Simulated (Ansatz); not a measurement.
## Single-point calculation of Sn2Ge

System: Sn2Ge (Fm-3m, 3 atoms in the cell).
Method: DFT PBEsol, scalar-relativistic, plane waves, PAW, no spin polarisation (Ansatz 0.2.0).

Figures and captions count atoms from 1; the log counts them from 0 in places.

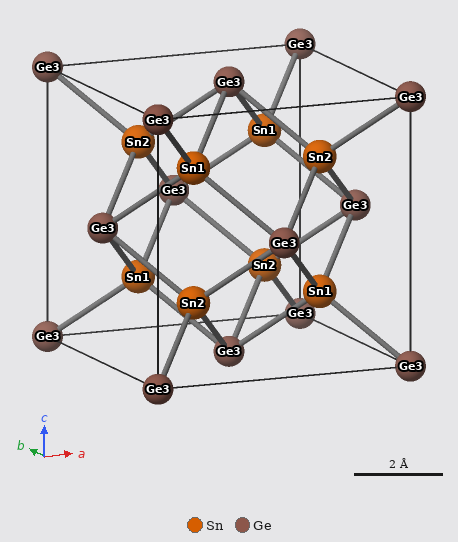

Figure 1. The input geometry (ball-and-stick view of the cell 4 times as large as that of the calculation, set on its symmetry axes, seen slightly off an axis; atoms are numbered from 1 in the order of the input). An atom can appear more than once, as a periodic image. Near neighbours in the periodic cell (some may lie outside the picture): Sn has 4 Ge at 2.72 Å; Ge has 8 Sn at 2.72 Å.

**Key numbers**

| quantity | value |
| --- | --- |
| outcome | converged |
| space group (tolerance 0.01 Å) | Fm-3m (225) |
| electrons treated | 42 |
| free energy | −16151.4292 eV |
| Fermi energy | 13.173 eV |
| gap on the k-point mesh | none (metallic) |
| pressure | 24.41 GPa |
| largest force (length of the vector) | under 0.001 eV/Å |
| hardware | 2 threads of Intel Xeon @ 2.70GHz, 189 GiB of memory available, shared host |
| wall time | 1.2 s (CPU time 2 s) |
| peak memory | 0.36 GiB |

**Remarks**

The cell is under a pressure of 24 GPa at this level, so it is not at its equilibrium volume.

**Input**
```yaml
crystal:
  lattice:
    - [0.0, 3.1429694073, 3.1429694073]
    - [3.1429694073, 0.0, 3.1429694073]
    - [3.1429694073, 3.1429694073, 0.0]
  atoms:
    - { symbol: Sn, position: [0.75, 0.75, 0.75] }
    - { symbol: Sn, position: [0.25, 0.25, 0.25] }
    - { symbol: Ge, position: [0.0, 0.0, 0.0] }
basis:
  ecutwfc: 420
kpoints:
  mp_grid: { grid: [6, 6, 6] }
hamiltonian:
  xc: pbesol
scf:
  occupations: { method: gaussian, width: 0.1 }
output:
  forces: true
  stress: true
  eigenvalues: true
```

Run as:
```bash
ansatz run input.yaml --threads 2 --pin off --max-ram 6144MiB --backend cpu --events-out ev --progress --plain --runs-dir out
```

**Log**
```
Engine: ansatz 0.2.0, x86_64-unknown-linux-gnu
Pseudopotentials: kind: paw
Pseudopotential: Sn, paw, valence charge 14, recommended cutoff 420 eV (normal), Sn.paw.azcp
Pseudopotential: Ge, paw, valence charge 14, recommended cutoff 420 eV (normal), Ge.paw.azcp
Functional definition: PBEsol
  exchange = pbesol_x
  correlation = pbesol_c
Crystal: 3 atoms, lattice volume = 62.094 Å³
Basis set: ecut = 420 eV, 1243 PW (Γ), exchange–correlation on 60×60×60 points (8 copies of the dense FFT grid, shifted against one another)
Bands: 26, of which v1, the nominal top of the filled ones, is band 21 counted from 1 (20 counted from 0)
Symmetry: 48 space group operations
Space group: Fm-3m (ITA 225), of the structure as read, at distance tolerance 4.0e-5 Å
k-points: 16 of 216
Non-local potential: Sn, projectors of the file, l = 0: 2, l = 1: 2, l = 2: 2, l = 3: 2
Non-local potential: Ge, projectors of the file, l = 0: 2, l = 1: 2, l = 2: 3, l = 3: 1
PAW form: soft (Blöchl's): semilocal exchange-correlation on the pseudo side does not see the compensation charge
PAW frozen core: Sn, regenerated for the run's functional, and the local potential with it (the file was generated under x = pbe(κ = 0.804, μ = 0.2195149727645171), c = pbe(β = 0.06672455060314922))
PAW frozen core: Ge, regenerated for the run's functional, and the local potential with it (the file was generated under x = pbe(κ = 0.804, μ = 0.2195149727645171), c = pbe(β = 0.06672455060314922))
PAW one-centre angular grid: Sn, 590 points (default); XC on 64 Gauss nodes
PAW one-centre angular grid: Ge, 590 points (default); XC on 64 Gauss nodes
Initial density: superposition of atomic densities (neutral atoms: chi_scale 0, normalization atom), corrected by the library's trained network
Initial wavefunctions: pseudopotential atomic-orbital guess
Functional: x = pbesol(κ = 0.804, μ = 0.12345679012345678), c = pbesol(β = 0.046)
SCF iter   1: F=—  HF=-16151.433977 eV  |F-HF|=—  |Δ(HF+E_count)|=         —  Δρ=3.41e-3  dr2=4.63e-3  ethr=1.77e-3  ⟨swp⟩=5.8  Hψ=1828  notcnv=0
preconditioner: auto → none  [insulator: Δε(μ)=0.294 eV  Ē_g=21.239 eV  σ=0.100 eV  W_gap=0.60  n_scr=14 (ndim 8)  ℏωp=30.5 eV  f_vac=0.007  D(μ)=4.09/eV (n_scr^D=50)  ε∞_Penn≈3.1]
SCF iter   2: F=—  HF=-16151.429375 eV  |F-HF|=—  |Δ(HF+E_count)|=   4.60e-3  Δρ=1.78e-3  dr2=7.18e-4  ethr=1.10e-5  ⟨swp⟩=2.4  Hψ=849  notcnv=0
SCF iter   3: F=—  HF=-16151.429186 eV  |F-HF|=—  |Δ(HF+E_count)|=   1.89e-4  Δρ=4.63e-4  dr2=7.59e-5  ethr=1.71e-6  ⟨swp⟩=2.0  Hψ=745  notcnv=0
SCF iter   4: F=—  HF=-16151.429163 eV  |F-HF|=—  |Δ(HF+E_count)|=   2.34e-5  Δρ=1.41e-4  dr2=4.71e-6  ethr=1.81e-7  ⟨swp⟩=2.0  Hψ=747  notcnv=0
SCF iter   5: F=—  HF=-16151.429163 eV  |F-HF|=—  |Δ(HF+E_count)|=   4.76e-7  Δρ=3.75e-5  dr2=4.78e-7  ethr=1.12e-8  ⟨swp⟩=2.0  Hψ=747  notcnv=0
SCF iter   6: F=-16151.429163 eV  HF=-16151.429163 eV  |F-HF|=1.13e-10  |Δ(HF+E_count)|=   2.12e-7  Δρ=3.41e-6  dr2=4.39e-9  ethr=2.38e-10  ⟨swp⟩=7.9  Hψ=1923  notcnv=0
SCF 1 converged in 6 iterations: F = -16151.429163 eV  dr2 = 4.39e-9
  greatest PAW one-centre occupation: 0.998 electrons in one spin orbital (limit 2), on the Ge atom at site 2 (counted from 0), in its partial waves of l = 2
```

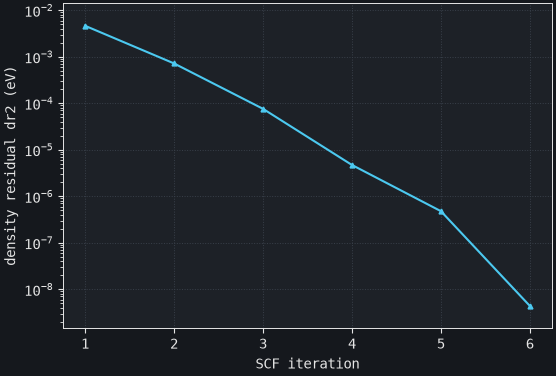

Figure 2. Convergence of the self-consistent field: density residual dr2 against the SCF iteration. The residual falls at every step.

```
SCF converged after 6 iterations
Free energy (F): -16151.429163 eV
Harris-Foulkes:  -16151.429163 eV  (|F-HF|=1.13e-10)
Internal energy: -16151.408670 eV  (E = F + TS)
E sigma→0 (E₀):  -16151.418916 eV
Entropy (-TS):   -0.020494 eV (-6.831 meV/atom)
Fermi energy:    13.173324 eV
--- Per-component energies (eV) ---
  E_band       = -181.572929
  E_kinetic    = 497.350157
  E_local      = -3776.221114  (includes V_loc(G=0)·N_el)
  E_nonlocal   = 357.933063
  E_hartree    = 2010.928629
  E_xc         = -840.512507
  E_vxc        = -267.486933  (∫ρ·V_xc dr)
  E_paw        = -10105.126932  (= ΣΔE_a)
  E_vpaw       = -1015.007688  (= ΣTr[D̂ρ^β])
  E_aug_tail   = 0.000305  (compensation charges beyond the density's cutoff)
  E_ewald      = -4297.247887
  E_core_change = 1.487616  (= ΣΔE_core)
  E_smearing   = -0.020494  (= −TS)
  E_closure    = 0.000000  (closes the sum)
  Σ components = -16151.429163   (vs F -16151.429163, Δ=0.00e0)
--- Forces (eV/Å), atoms counted from 1 ---
  atom   1  Sn    -0.00000000     0.00000000     0.00000000
  atom   2  Sn     0.00000000     0.00000000     0.00000000
  atom   3  Ge    -0.00000000    -0.00000000    -0.00000000
  max |Σ_I F_I| component: 3.24e-17 eV/Å
--- Stress (GPa, compression-positive) ---
       24.410459      -0.000000       0.000000
        0.000000      24.410459      -0.000000
       -0.000000      -0.000000      24.410459
  P = ⅓ Tr σ = 24.4105 GPa (244.105 kbar)
--- Band table (eV; the first three rows and the last of 16) ---
  k-point 0: bands = ["-11.3707", "-11.3707", "-11.3707", "-11.3436", "-11.3436", "-8.3413", "-8.3413", "-8.2547", "-8.2547", "-8.2547", "-8.0288", "-8.0288", "-8.0288", "-7.9005", "-7.9005", "-0.2540", "11.0094", "11.1119", "11.9580", "11.9580", "11.9580", "12.0736", "12.0736", "12.0736", "17.4805", "17.4805"]
  k-point 1: bands = ["-11.3712", "-11.3712", "-11.3708", "-11.3427", "-11.3427", "-8.3148", "-8.3148", "-8.2399", "-8.2365", "-8.2365", "-8.0466", "-8.0409", "-8.0409", "-7.9316", "-7.9316", "0.0651", "8.2536", "10.1291", "11.0598", "11.0598", "12.9809", "13.0271", "13.0271", "15.1729", "16.7942", "16.7942"]
  k-point 2: bands = ["-11.3720", "-11.3720", "-11.3707", "-11.3409", "-11.3409", "-8.2397", "-8.2397", "-8.2026", "-8.1903", "-8.1903", "-8.0902", "-8.0749", "-8.0749", "-8.0159", "-8.0159", "0.9927", "5.4011", "9.4558", "10.5081", "10.5081", "13.1491", "13.1491", "14.1946", "16.4194", "17.5669", "17.5669"]
  k-point 15: bands = ["-11.3724", "-11.3723", "-11.3719", "-11.3407", "-11.3371", "-8.2850", "-8.2560", "-8.2203", "-8.1711", "-8.1277", "-8.1110", "-8.0845", "-8.0556", "-8.0476", "-7.9643", "3.3804", "4.2200", "5.5569", "7.6145", "11.0798", "13.1245", "15.0017", "16.5898", "19.2320", "19.8660", "20.1152"]
```
